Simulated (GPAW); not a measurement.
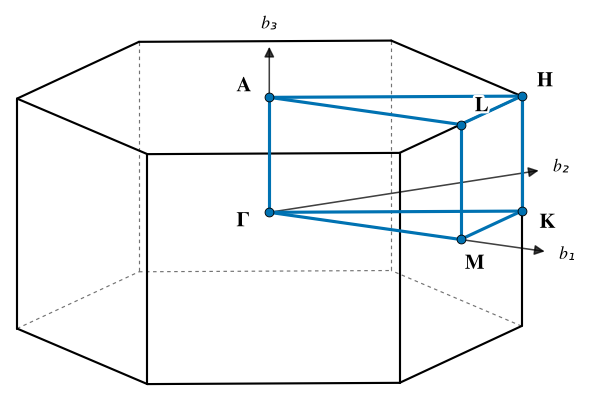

Crystal: Gd, an entry of the Crystallography Open Database, as set up for an electronic-structure calculation. The first Brillouin zone and its special points. Geometry calculated from the standardised cell; symmetry tolerance 0.002 Å.

Space group No. 194, P6₃/mmc; a = 3.636 Å, b = 3.636 Å, c = 5.783 Å, α = 90.00°, β = 90.00°, γ = 120.00°.

Labels and path follow the convention of Hinuma et al. (2017), as computed by seekpath; the arrows show the directions of the reciprocal primitive vectors b₁, b₂, b₃, in which coordinates are given; lengths include the factor 2π.

### List the special points with their coordinates and distances from Γ.

| point | k₁ | k₂ | k₃ | length of k (1/Å) |
| --- | --- | --- | --- | --- |
| Γ | 0 | 0 | 0 | 0.000 |
| A | 0 | 0 | 1/2 | 0.543 |
| K | 1/3 | 1/3 | 0 | 1.152 |
| H | 1/3 | 1/3 | 1/2 | 1.274 |
| M | 1/2 | 0 | 0 | 0.998 |
| L | 1/2 | 0 | 1/2 | 1.136 |

### What is the zone's volume?

(2π)³ over the primitive cell's volume of 66.21 Å³: 3.75 Å⁻³.
